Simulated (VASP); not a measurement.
Input of the run:

INCAR:
```
SYSTEM = PbO
  PREC = Accurate
  ENCUT = 520
  EDIFF = 1E-6
  ISMEAR = 0
  SIGMA = 0.02
  LREAL = .FALSE.
  LASPH = .TRUE.
  NELM = 80
  ALGO = Normal
  ISIF = 2
  LWAVE = .FALSE.
  LCHARG = .FALSE.
  METAGGA = R2SCAN
  LMIXTAU = .TRUE.
  NBANDS = 50
```

KPOINTS:
```
Automatic mesh
0
G
  6 6 6
  0 0 0
```

POSCAR:
```
PbO
1.0
    5.9128200000      0.0000000000      0.0000000000
    0.0000000000      5.5257100000      0.0000000000
    0.0000000000      0.0000000000      4.7126400000
Pb O
4 4
Direct
    0.2304000000      0.0107600000      0.7500000000
    0.7696000000      0.9892400000      0.2500000000
    0.7696000000      0.5107600000      0.7500000000
    0.2304000000      0.4892400000      0.2500000000
    0.8638000000      0.9082300000      0.7500000000
    0.1362000000      0.0917700000      0.2500000000
    0.1362000000      0.4082300000      0.7500000000
    0.8638000000      0.5917700000      0.2500000000
```

KPOINTS_OPT:
```
path GXSYGZURTZ,YT,UX,SR
10
line-mode
reciprocal
 0.0000000000  0.0000000000  0.0000000000  G
 0.0000000000  0.0000000000 -0.5000000000  X

 0.0000000000  0.0000000000 -0.5000000000  X
 0.0000000000 -0.5000000000 -0.5000000000  S

 0.0000000000 -0.5000000000 -0.5000000000  S
 0.0000000000 -0.5000000000  0.0000000000  Y

 0.0000000000 -0.5000000000  0.0000000000  Y
 0.0000000000  0.0000000000  0.0000000000  G

 0.0000000000  0.0000000000  0.0000000000  G
-0.5000000000  0.0000000000  0.0000000000  Z

-0.5000000000  0.0000000000  0.0000000000  Z
-0.5000000000  0.0000000000 -0.5000000000  U

-0.5000000000  0.0000000000 -0.5000000000  U
-0.5000000000 -0.5000000000 -0.5000000000  R

-0.5000000000 -0.5000000000 -0.5000000000  R
-0.5000000000 -0.5000000000  0.0000000000  T

-0.5000000000 -0.5000000000  0.0000000000  T
-0.5000000000  0.0000000000  0.0000000000  Z

 0.0000000000 -0.5000000000  0.0000000000  Y
-0.5000000000 -0.5000000000  0.0000000000  T

-0.5000000000  0.0000000000 -0.5000000000  U
 0.0000000000  0.0000000000 -0.5000000000  X

 0.0000000000 -0.5000000000 -0.5000000000  S
-0.5000000000 -0.5000000000 -0.5000000000  R
```

System: PbO, space group Pbcm (No. 57), 8 atoms in the cell.

Level of theory: r2SCAN, VASP PAW PBE potentials, release 64 (Pb_d, O), no spin polarisation, no spin-orbit coupling, 6×6×6 k mesh, 520 eV cutoff; code VASP 6.6.1.

What will the band structure and density of states look like? The path is Γ–X–S–Y–Γ–Z–U–R–T–Z|Y–T|U–X|S–R.

The material is gapped. The gap along this path is 2.50 eV and indirect, from the valence-band top at Z to the conduction-band bottom between R and T; the smallest direct gap is 2.76 eV, between R and T. At Γ the top valence band lies only 0.02 eV lower. The top valence level at Z is a single band, not degenerate (spin aside). The top valence band spans 0.7 eV and the lowest conduction band 2.0 eV. The direct gaps are 3.41 eV at R, 3.16 eV at Z and 4.01 eV at U.

The PAW data sets were made with another functional. Spin-orbit coupling is left out, which matters for Pb. The usual form of PbO is litharge (tetragonal). The cell was derived from a database entry in an earlier step, so it needn't be the measured one. In reduced coordinates of the cell that was run, X is (0, 0, −0.5), S is (0, −0.5, −0.5), Y is (0, −0.5, 0), Z is (−0.5, 0, 0), U is (−0.5, 0, −0.5), R is (−0.5, −0.5, −0.5) and T is (−0.5, −0.5, 0).

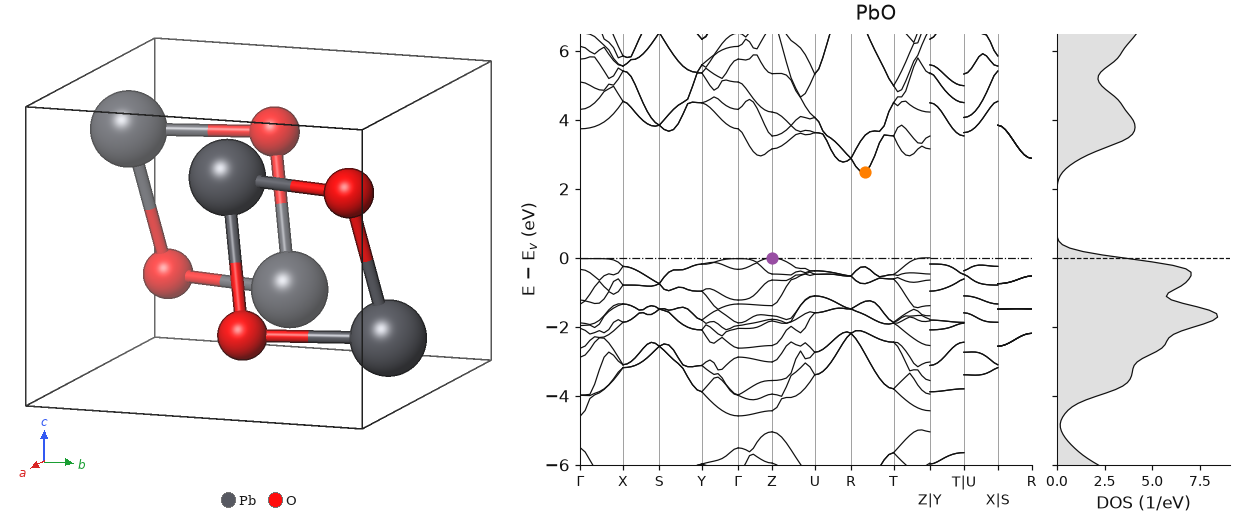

Band structure and density of states, beside the structure. Energies are counted from the top of the valence band. The DOS curve is built from the levels of the k mesh with Gaussians 0.55 eV wide, which also blur the band edges; ripples of that width can come from the mesh.
